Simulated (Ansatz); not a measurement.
# ZrO₂: what the fields show

Input file:

```
crystal:
  lattice:
    - [3.6374671969, 0.0, 0.0]
    - [0.0, 3.6014526702, 0.0]
    - [0.0, 0.0, 5.2281148382]
  atoms:
    - { symbol: Zr, position: [0.0, 0.0, 0.0] }
    - { symbol: Zr, position: [0.5, 0.5, 0.5] }
    - { symbol: O, position: [0.0, 0.5, 0.1967750457] }
    - { symbol: O, position: [0.0, 0.5, 0.6967750457] }
    - { symbol: O, position: [0.5, 0.0, 0.3032249543] }
    - { symbol: O, position: [0.5, 0.0, 0.8032249543] }
basis:
  ecutwfc: 500
kpoints:
  mp_grid: { grid: [6, 6, 6] }
hamiltonian:
  xc: r2scan
scf:
  occupations: { method: gaussian, width: 0.05 }
output:
  forces: true
  stress: true
  eigenvalues: true
  write_density: true
  write_potential: true
  elf: true
  volumetric_format: npy
```

Run with:

```sh
ansatz run input.yaml --threads 1 --pin off --max-ram 2560MiB --backend cpu --events-out ev --progress --plain --runs-dir out
```

Below, planes, directions and counts refer to the conventional cell (a = 3.60 Å, b = 3.64 Å, c = 5.23 Å, α = 90.00°, β = 90.00°, γ = 90.00°).

Space group Pmmn; changed on purpose from its base cell (strain +0.0100 x Voigt [1, 0, 0, 0, 0, 0], atoms carried along); computed pressure about −3 GPa in this cell.

Theory: DFT r2SCAN, scalar-relativistic, plane waves, PAW (Ansatz).

In a PAW calculation such maps are meaningful between the atoms, not at the nuclei.

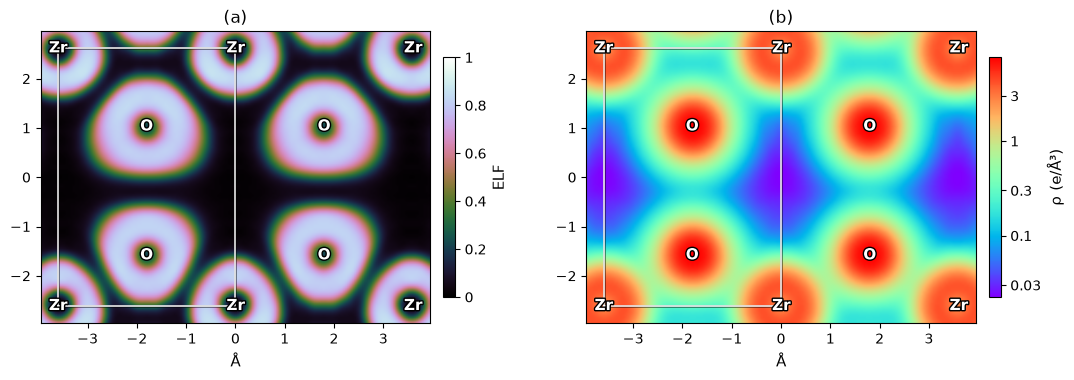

Figure 1. (a) ELF; (b) valence charge density (pseudo) on the (010) plane of the conventional cell.

Question: Describe what can be read from this map.

Answer: Atoms in the plane: Zr and O. Zr–O (2.07 Å): ρ at the midpoint is about 0.72 e/Å³; the ELF peaks at about 0.85 in the valence shell of O, 0.6 Å from its nucleus, and drops to about 0.25 between the two atoms (no localised pair shows between them). Zr–O (2.40 Å): ρ at the midpoint is about 0.32 e/Å³; the ELF is about 0.10 at the midpoint (no localised pair shows between them). Between the atoms the lowest density in this plane is 0.02 e/Å³. The features right at Zr lie inside the PAW spheres, where the map follows smoothed inner orbitals and isn't to be read closely.

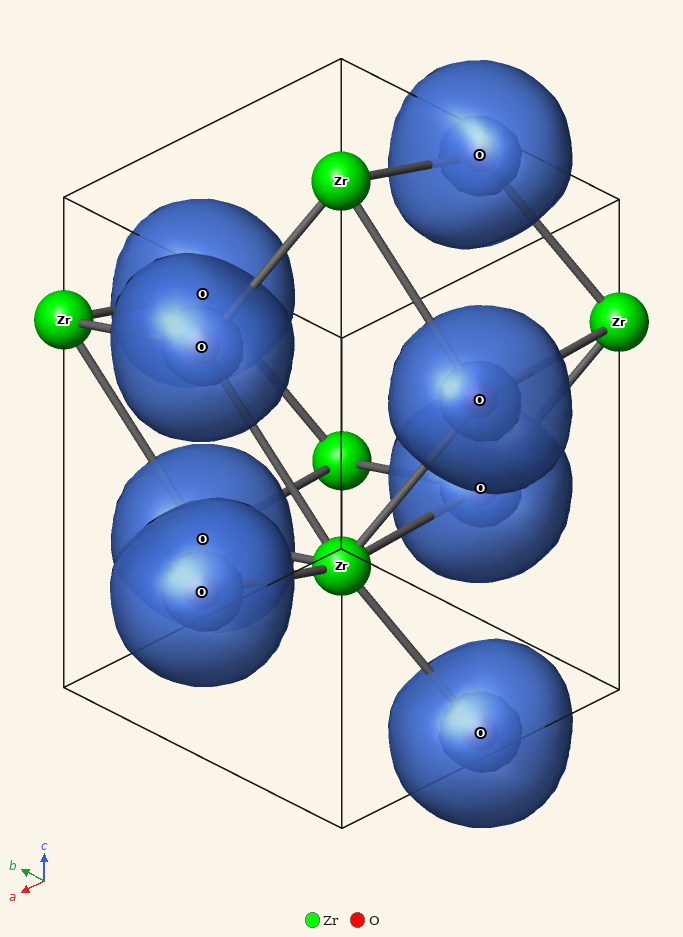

Figure 2. Isosurface of the ELF at 0.7 (blue), seen at an oblique angle. Core shells and regions of very low density are left out. Sticks mark near contacts.

Question: Where are the electrons localised?

Answer: The ELF exceeds this value in four regions wrapped around O (the valence shell of each), counted in one cell of 6 atoms. Regions shared between cells count once.

Question: Does the calculation give a band gap?

Answer: It is gapped, with a Kohn–Sham gap of 4.5 eV on the k-point mesh, an upper bound to the gap of this method.
